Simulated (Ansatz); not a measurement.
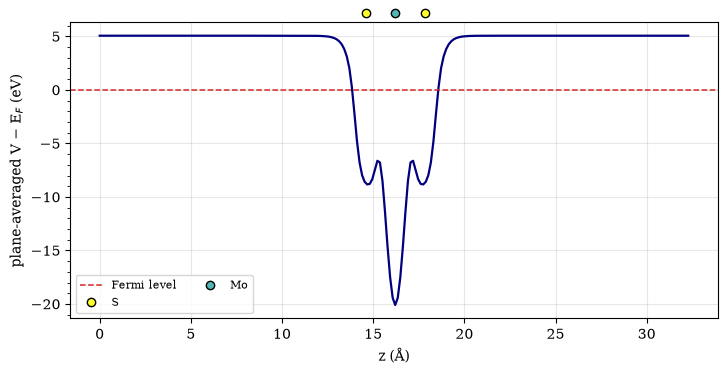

*MoS₂ (slab). Plane average of the electrostatic potential (local pseudopotential plus Hartree) felt by an electron across the slab. Circles mark the heights of the atoms.*

Computed without spin polarisation.

Level of theory: Ansatz, DFT PBE+D3(BJ), scalar-relativistic, plane waves, PAW.

> Read off the work function of this surface.

The potential is flat in the vacuum, 5.06 eV above the Fermi level; this is the work function, the same on both faces.

> What are the slab's thickness and the vacuum gap?

The outermost nuclei are 3.2 Å apart, in 3 atomic planes; the vacuum between periodic images is 29.2 Å wide.
